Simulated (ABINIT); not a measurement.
**WS2: G0W0 calculation (part 2 of 3)**

WS2 (6 atoms in the cell); Kohn-Sham DFT of a periodic cell, PBE, PseudoDojo NC SR PBE v0.4.1 standard, G0W0, no spin polarisation (ABINIT 10.8.3); cutoff 816.34 eV, 4×4×1 k-mesh, fixed occupations. The structure derives from an entry of the Crystallography Open Database.

Geometry of the input (Å; fractional positions):
```
3.1800  0.0000  0.0000
-1.5900  2.7540  0.0000
0.0000  0.0000  12.5000
W  0.6667  0.3333  0.7500
W  0.3333  0.6667  0.2500
S  0.6667  0.3333  0.3750
S  0.3333  0.6667  0.8750
S  0.6667  0.3333  0.1250
S  0.3333  0.6667  0.6250
```

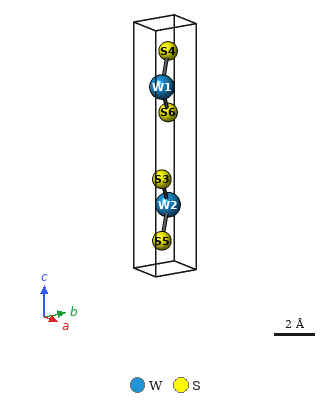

*The structure as given in the input (ball-and-stick view of the cell of the calculation, seen slightly off an axis; atoms are numbered from 1 in the order of the input). An atom can appear more than once, as a periodic image.*

**The program's output, continued**
```
--- !ResultsGS
iteration_state: {dtset: 1, }
comment   : Summary of ground state results
lattice_vectors:
- [  6.0093291,   0.0000000,   0.0000000, ]
- [ -3.0046645,   5.2042316,   0.0000000, ]
- [  0.0000000,   0.0000000,  23.6215766, ]
lattice_lengths: [   6.00933,    6.00933,   23.62158, ]
lattice_angles: [ 90.000,  90.000, 120.000, ] # degrees, (23, 13, 12)
lattice_volume:   7.3873978E+02
convergence: {deltae: -7.020E-12, res2:  1.797E-14, residm:  3.468E-14, diffor: null, }
etotal    :  -1.96034539E+02
entropy   :   0.00000000E+00
fermie    :   3.33676271E-01
cartesian_stress_tensor: # hartree/bohr^3
- [ -4.10528114E-05,   0.00000000E+00,   0.00000000E+00, ]
- [  0.00000000E+00,  -4.10528116E-05,   0.00000000E+00, ]
- [  0.00000000E+00,   0.00000000E+00,  -1.13738725E-04, ]
pressure_GPa:   1.9206E+00
xred      :
- [  6.6667E-01,   3.3333E-01,   7.5000E-01,  W]
- [  3.3333E-01,   6.6667E-01,   2.5000E-01,  W]
- [  6.6667E-01,   3.3333E-01,   3.7500E-01,  S]
- [  3.3333E-01,   6.6667E-01,   8.7500E-01,  S]
- [  6.6667E-01,   3.3333E-01,   1.2500E-01,  S]
- [  3.3333E-01,   6.6667E-01,   6.2500E-01,  S]
cartesian_forces: # hartree/bohr
- [  2.98718342E-28,   1.37972092E-28,   3.61400724E-20, ]
- [ -4.18205678E-28,  -2.75944184E-28,   3.61400724E-20, ]
- [  2.98718342E-29,  -1.20725580E-28,   1.22006260E-03, ]
- [  2.09102839E-28,   8.62325574E-29,   1.22006260E-03, ]
- [ -2.38974673E-28,  -1.72465115E-28,  -1.22006260E-03, ]
- [  1.19487337E-28,   3.44930230E-28,  -1.22006260E-03, ]
force_length_stats: {min:   3.61400724E-20, max:   1.22006260E-03, mean:   8.13375066E-04, }
...

 Integrated electronic density in atomic spheres:
 ------------------------------------------------
 Atom  Sphere_radius  Integrated_density
    1        2.00000         10.16939162
    2        2.00000         10.16939162
    3        2.00000          3.97861527
    4        2.00000          3.97861527
    5        2.00000          3.97861527
    6        2.00000          3.97861527
================================================================================

 ----iterations are completed or convergence reached----

 Mean square residual over all n,k,spin=   33.944E-17; max=  34.683E-15
 reduced coordinates (array xred) for    6 atoms
       0.666666666667      0.333333333333      0.750000000000
       0.333333333333      0.666666666667      0.250000000000
       0.666666666667      0.333333333333      0.375000000000
       0.333333333333      0.666666666667      0.875000000000
       0.666666666667      0.333333333333      0.125000000000
       0.333333333333      0.666666666667      0.625000000000
 rms dE/dt=  1.3586E-02; max dE/dt=  2.8820E-02; dE/dt below (all hartree)
    1      -0.000000000000      0.000000000000     -0.000000000000
    2       0.000000000000      0.000000000000      0.000000000000
    3      -0.000000000000      0.000000000000     -0.028819802101
    4      -0.000000000000      0.000000000000     -0.028819802101
    5       0.000000000000      0.000000000000      0.028819802101
    6      -0.000000000000     -0.000000000000      0.028819802101

 cartesian coordinates (angstrom) at end:
    1      1.58999999891869     0.91798692740371     9.37499999363111
    2      0.00000000000000     1.83597385480741     3.12499999787704
    3      1.58999999891869     0.91798692740371     4.68749999681556
    4      0.00000000000000     1.83597385480741    10.93749999256963
    5      1.58999999891869     0.91798692740371     1.56249999893852
    6      0.00000000000000     1.83597385480741     7.81249999469259

 cartesian forces (hartree/bohr) at end:
    1      0.00000000000000     0.00000000000000     0.00000000000000
    2     -0.00000000000000    -0.00000000000000     0.00000000000000
    3      0.00000000000000    -0.00000000000000     0.00122006259958
    4      0.00000000000000     0.00000000000000     0.00122006259958
    5     -0.00000000000000    -0.00000000000000    -0.00122006259958
    6      0.00000000000000     0.00000000000000    -0.00122006259958
 frms,max,avg= 5.7514303E-04 1.2200626E-03   0.000E+00  0.000E+00  0.000E+00 h/b

 cartesian forces (eV/Angstrom) at end:
    1      0.00000000000000     0.00000000000000     0.00000000000000
    2     -0.00000000000000    -0.00000000000000     0.00000000000000
    3      0.00000000000000    -0.00000000000000     0.06273814136347
    4      0.00000000000000     0.00000000000000     0.06273814136347
    5     -0.00000000000000    -0.00000000000000    -0.06273814136347
    6      0.00000000000000     0.00000000000000    -0.06273814136347
 frms,max,avg= 2.9575043E-02 6.2738141E-02   0.000E+00  0.000E+00  0.000E+00 e/A
 length scales=  6.009329076300  6.009329076300 23.621576557800 bohr
              =  3.179999997837  3.179999997837 12.499999991508 angstroms
 Fermi (or HOMO) energy (hartree) =   0.33368   Average Vxc (hartree)=  -0.40332
 Eigenvalues (hartree) for nkpt=   4  k points:
 kpt#   1, nband= 26, wtk=  0.06250, kpt=  0.0000  0.0000  0.0000 (reduced coord)
  -2.40975   -2.40975   -1.09549   -1.09549   -1.08996   -1.08996   -1.08995   -1.08995
  -0.23744   -0.23065   -0.17982   -0.16675    0.05863    0.09224    0.19888    0.20395
   0.20395    0.20437    0.20437    0.24893    0.24893    0.25050    0.25050    0.27549
   0.29375    0.33368
 prteigrs : prtvol=0 or 1, do not print more k-points.

--- !EnergyTerms
iteration_state     : {dtset: 1, }
comment             : Components of total free energy in Hartree
kinetic             :  5.62107374722203E+01
hartree             :  5.34595469171938E+01
xc                  : -4.59196252969117E+01
Ewald energy        : -1.17148133766884E+02
psp_core            :  4.18734438506411E+00
local_psp           : -1.77993947118342E+02
non_local_psp       :  3.11695385565591E+01
total_energy        : -1.96034538851100E+02
total_energy_eV     : -5.33437155423004E+03
band_energy         : -1.87647554399069E+01
...

 Cartesian components of stress tensor (hartree/bohr^3)
  sigma(1 1)= -4.10528114E-05  sigma(3 2)=  0.00000000E+00
  sigma(2 2)= -4.10528116E-05  sigma(3 1)=  0.00000000E+00
  sigma(3 3)= -1.13738725E-04  sigma(2 1)=  0.00000000E+00

-Cartesian components of stress tensor (GPa)         [Pressure=  1.9206E+00 GPa]
- sigma(1 1)= -1.20781541E+00  sigma(3 2)=  0.00000000E+00
- sigma(2 2)= -1.20781542E+00  sigma(3 1)=  0.00000000E+00
- sigma(3 3)= -3.34630881E+00  sigma(2 1)=  0.00000000E+00

================================================================================
== DATASET  2 ==================================================================

--- !DatasetInfo
iteration_state: {dtset: 2, }
dimensions: {natom: 6, nkpt: 4, mband: 250, nsppol: 1, nspinor: 1, nspden: 1, mpw: 5861, }
cutoff_energies: {ecut:  30.0, pawecutdg:  -1.0, }
electrons: {nelect:   5.20000000E+01, charge:   0.00000000E+00, occopt:   1.00000000E+00, tsmear:   1.00000000E-02, }
meta: {optdriver: 0, ionmov: 0, optcell: 0, iscf: -2, paral_kgb: 0, }
...

 mkfilename : getden/=0, take file _DEN from output of DATASET   1.

 Exchange-correlation functional for the present dataset will be:
  GGA: Perdew-Burke-Ernzerhof functional - ixc=11
  J.P.Perdew, K.Burke, M.Ernzerhof, PRL 77, 3865 (1996)

 Real(R)+Recip(G) space primitive vectors, cartesian coordinates (Bohr,Bohr^-1):
 R(1)=  6.0093291  0.0000000  0.0000000  G(1)=  0.1664079  0.0960757  0.0000000
 R(2)= -3.0046645  5.2042316  0.0000000  G(2)=  0.0000000  0.1921513  0.0000000
 R(3)=  0.0000000  0.0000000 23.6215766  G(3)=  0.0000000  0.0000000  0.0423342
 Unit cell volume ucvol=  7.3873978E+02 bohr^3
 Angles (23,13,12)=  9.00000000E+01  9.00000000E+01  1.20000000E+02 degrees

 getcut: wavevector=  0.0000  0.0000  0.0000  ngfft=  30  30 120
         ecut(hartree)=     30.000   => boxcut(ratio)=   2.02624
--------------------------------------------------------------------------------

================================================================================
 Non-SCF case, kpt    1 (  0.00000  0.00000  0.00000), residuals and eigenvalues=
  4.98E-13  3.41E-13  1.19E-13  8.00E-13  7.51E-13  1.94E-13  7.21E-13  3.01E-13
  8.25E-13  8.19E-13  2.11E-13  2.30E-13  4.42E-13  7.11E-13  5.47E-13  5.04E-13
  2.39E-13  7.47E-13  6.75E-13  6.59E-13  5.04E-13  6.98E-13  5.19E-13  2.45E-13
  1.05E-13  2.40E-13  7.80E-13  3.20E-13  2.81E-13  3.30E-13  8.55E-13  7.65E-13
  5.38E-13  3.52E-13  6.24E-13  2.94E-13  5.88E-13  6.06E-14  6.89E-13  8.25E-13
  6.22E-13  5.35E-13  9.18E-13  7.33E-13  6.77E-13  4.29E-13  1.29E-13  5.70E-13
  1.72E-13  7.98E-13  7.01E-13  4.66E-13  4.54E-13  5.98E-13  6.38E-13  5.22E-13
  1.18E-13  5.11E-13  1.68E-13  6.81E-13  1.60E-13  7.60E-13  8.15E-14  9.69E-14
  8.64E-14  7.93E-13  4.48E-13  4.10E-13  2.72E-13  8.40E-13  4.64E-13  3.37E-14
  7.82E-14  9.60E-13  3.85E-13  2.84E-13  1.76E-13  7.48E-13  9.26E-14  1.25E-13
  9.39E-13  4.66E-13  2.04E-13  7.41E-13  6.09E-13  3.48E-13  8.46E-14  7.16E-13
  5.85E-14  4.21E-13  2.67E-13  4.36E-13  9.76E-14  9.51E-13  2.58E-13  6.46E-13
  5.10E-13  2.28E-13  2.65E-13  7.62E-13  7.34E-13  8.24E-13  6.52E-13  8.67E-13
  3.69E-13  1.52E-13  4.86E-13  3.19E-13  1.09E-13  3.66E-13  2.85E-13  2.83E-13
  4.29E-13  2.66E-13  3.01E-13  4.88E-13  6.00E-13  6.23E-13  1.92E-13  1.64E-13
  6.78E-13  6.32E-13  2.71E-13  3.56E-13  3.91E-13  4.02E-13  7.97E-13  7.27E-13
  6.06E-13  3.96E-13  6.69E-13  6.62E-13  9.27E-14  6.09E-13  5.01E-13  7.82E-14
  3.76E-13  2.95E-13  6.91E-13  2.90E-13  3.56E-13  4.94E-13  2.54E-13  3.73E-13
  2.30E-13  2.52E-13  3.47E-13  9.78E-13  6.32E-13  5.11E-13  8.92E-13  5.48E-13
  5.59E-13  8.23E-13  8.34E-13  4.45E-13  3.78E-13  1.90E-13  2.17E-13  9.51E-13
  8.00E-13  5.82E-13  2.19E-13  7.66E-13  3.60E-13  3.13E-13  1.58E-13  5.38E-13
  1.20E-13  5.79E-13  5.61E-13  5.57E-13  2.89E-13  6.40E-13  3.29E-13  4.84E-13
  2.20E-13  3.56E-13  4.14E-13  3.42E-13  5.44E-13  3.87E-13  7.19E-13  3.72E-13
  9.42E-13  3.93E-13  8.87E-13  9.05E-13  9.11E-13  7.18E-13  9.84E-13  8.41E-13
  5.26E-13  9.01E-13  5.86E-13  7.75E-13  4.44E-13  3.79E-13  1.95E-13  1.80E-13
  6.01E-13  5.46E-13  4.18E-13  4.58E-13  9.19E-13  3.94E-13  6.52E-13  9.80E-13
  5.05E-13  7.32E-13  3.49E-13  3.27E-13  9.31E-13  2.27E-13  7.91E-13  4.57E-13
  3.76E-13  4.48E-13  9.12E-13  4.06E-13  9.67E-13  9.05E-13  6.85E-13  4.68E-13
  6.45E-13  8.53E-13  5.30E-13  7.90E-13  1.27E-11  8.13E-11  3.22E-11  2.76E-10
  1.13E-10  2.02E-10  2.36E-10  6.00E-10  1.02E-09  1.20E-08  3.89E-07  7.12E-07
  3.56E-06  8.36E-07  5.70E-06  1.29E-06  2.15E-06  3.13E-05  1.11E-05  1.19E-04
  1.14E-04  1.38E-04
 -2.4097E+00 -2.4097E+00 -1.0955E+00 -1.0955E+00 -1.0900E+00 -1.0900E+00
 -1.0900E+00 -1.0900E+00 -2.3744E-01 -2.3065E-01 -1.7982E-01 -1.6675E-01
  5.8628E-02  9.2241E-02  1.9888E-01  2.0395E-01  2.0395E-01  2.0437E-01
  2.0437E-01  2.4893E-01  2.4893E-01  2.5050E-01  2.5050E-01  2.7549E-01
  2.9375E-01  3.3368E-01  4.1616E-01  4.1616E-01  4.1644E-01  4.1644E-01
  4.1954E-01  4.1954E-01  4.2511E-01  4.2511E-01  5.0240E-01  5.1126E-01
  6.1818E-01  6.3419E-01  6.3645E-01  6.8527E-01  6.8684E-01  6.8684E-01
  7.0055E-01  7.0055E-01  7.5289E-01  7.6037E-01  7.6037E-01  7.9021E-01
  7.9021E-01  7.9350E-01  8.5847E-01  8.7762E-01  8.8517E-01  8.8517E-01
  8.8521E-01  8.8521E-01  9.0296E-01  9.1906E-01  9.1906E-01  9.3931E-01
  9.3931E-01  9.8443E-01  1.0022E+00  1.0366E+00  1.0540E+00  1.0686E+00
  1.1009E+00  1.1228E+00  1.1228E+00  1.2164E+00  1.2164E+00  1.2323E+00
  1.2494E+00  1.2494E+00  1.2807E+00  1.2807E+00  1.3058E+00  1.3058E+00
  1.3064E+00  1.3148E+00  1.3479E+00  1.3813E+00  1.3813E+00  1.4162E+00
  1.4225E+00  1.4374E+00  1.4374E+00  1.4391E+00  1.4825E+00  1.4825E+00
  1.5184E+00  1.5184E+00  1.5490E+00  1.6017E+00  1.6062E+00  1.6062E+00
  1.6106E+00  1.6184E+00  1.6184E+00  1.6320E+00  1.6331E+00  1.6331E+00
  1.6409E+00  1.6409E+00  1.6942E+00  1.6942E+00  1.7175E+00  1.7185E+00
  1.7188E+00  1.7498E+00  1.7498E+00  1.7948E+00  1.8412E+00  1.8412E+00
  1.8671E+00  1.8671E+00  1.8849E+00  1.8941E+00  1.9276E+00  1.9276E+00
  1.9326E+00  1.9636E+00  1.9636E+00  1.9714E+00  1.9840E+00  1.9840E+00
  2.0052E+00  2.0052E+00  2.0105E+00  2.0105E+00  2.0209E+00  2.0290E+00
  2.0440E+00  2.0798E+00  2.0798E+00  2.1407E+00  2.1525E+00  2.1525E+00
  2.1623E+00  2.1877E+00  2.1994E+00  2.1994E+00  2.2448E+00  2.2448E+00
  2.2809E+00  2.2809E+00  2.3054E+00  2.3350E+00  2.3568E+00  2.3707E+00
  2.3707E+00  2.3709E+00  2.3709E+00  2.3736E+00  2.3736E+00  2.3783E+00
  2.3783E+00  2.3950E+00  2.4128E+00  2.4128E+00  2.4144E+00  2.4144E+00
  2.4436E+00  2.4437E+00  2.4640E+00  2.4715E+00  2.4715E+00  2.4847E+00
  2.4847E+00  2.5246E+00  2.5246E+00  2.5267E+00  2.5278E+00  2.5462E+00
  2.5524E+00  2.5712E+00  2.5712E+00  2.5715E+00  2.5845E+00  2.5845E+00
  2.5918E+00  2.5918E+00  2.6251E+00  2.6425E+00  2.6425E+00  2.6431E+00
  2.6584E+00  2.6638E+00  2.6638E+00  2.6644E+00  2.6894E+00  2.6894E+00
  2.6978E+00  2.7164E+00  2.7244E+00  2.7244E+00  2.7643E+00  2.7663E+00
  2.7663E+00  2.7738E+00  2.7939E+00  2.7952E+00  2.7952E+00  2.8236E+00
  2.8236E+00  2.8287E+00  2.8423E+00  2.8464E+00  2.8464E+00  2.8693E+00
  2.8741E+00  2.8741E+00  2.8820E+00  2.9071E+00  2.9071E+00  2.9239E+00
  2.9239E+00  2.9338E+00  2.9338E+00  2.9508E+00  2.9603E+00  2.9795E+00
  2.9795E+00  2.9804E+00  2.9804E+00  2.9808E+00  2.9946E+00  2.9946E+00
  3.0522E+00  3.0782E+00  3.0836E+00  3.0836E+00  3.0931E+00  3.0931E+00
  3.0946E+00  3.1137E+00  3.1137E+00  3.1301E+00  3.1758E+00  3.1844E+00
  3.1985E+00  3.2053E+00  3.2053E+00  3.2136E+00  3.2136E+00  3.2319E+00
  3.2387E+00  3.2526E+00  3.2563E+00  3.2590E+00
 prteigrs : prtvol=0 or 1, do not print more k-points.

--- !ResultsGS
iteration_state: {dtset: 2, }
comment   : Summary of ground state results
lattice_vectors:
- [  6.0093291,   0.0000000,   0.0000000, ]
- [ -3.0046645,   5.2042316,   0.0000000, ]
- [  0.0000000,   0.0000000,  23.6215766, ]
lattice_lengths: [   6.00933,    6.00933,   23.62158, ]
lattice_angles: [ 90.000,  90.000, 120.000, ] # degrees, (23, 13, 12)
lattice_volume:   7.3873978E+02
convergence: {deltae:  0.000E+00, res2:  0.000E+00, residm:  9.945E-13, diffor:  0.000E+00, }
etotal    :  -1.96034539E+02
entropy   :   0.00000000E+00
fermie    :   3.33676271E-01
cartesian_stress_tensor: null
pressure_GPa: null
xred      :
- [  6.6667E-01,   3.3333E-01,   7.5000E-01,  W]
- [  3.3333E-01,   6.6667E-01,   2.5000E-01,  W]
- [  6.6667E-01,   3.3333E-01,   3.7500E-01,  S]
- [  3.3333E-01,   6.6667E-01,   8.7500E-01,  S]
- [  6.6667E-01,   3.3333E-01,   1.2500E-01,  S]
- [  3.3333E-01,   6.6667E-01,   6.2500E-01,  S]
cartesian_forces: null
force_length_stats: {min: null, max: null, mean: null, }
...

 Integrated electronic density in atomic spheres:
 ------------------------------------------------
 Atom  Sphere_radius  Integrated_density
    1        2.00000         10.16939162
    2        2.00000         10.16939162
    3        2.00000          3.97861527
    4        2.00000          3.97861527
    5        2.00000          3.97861527
    6        2.00000          3.97861527
================================================================================

 ----iterations are completed or convergence reached----
```
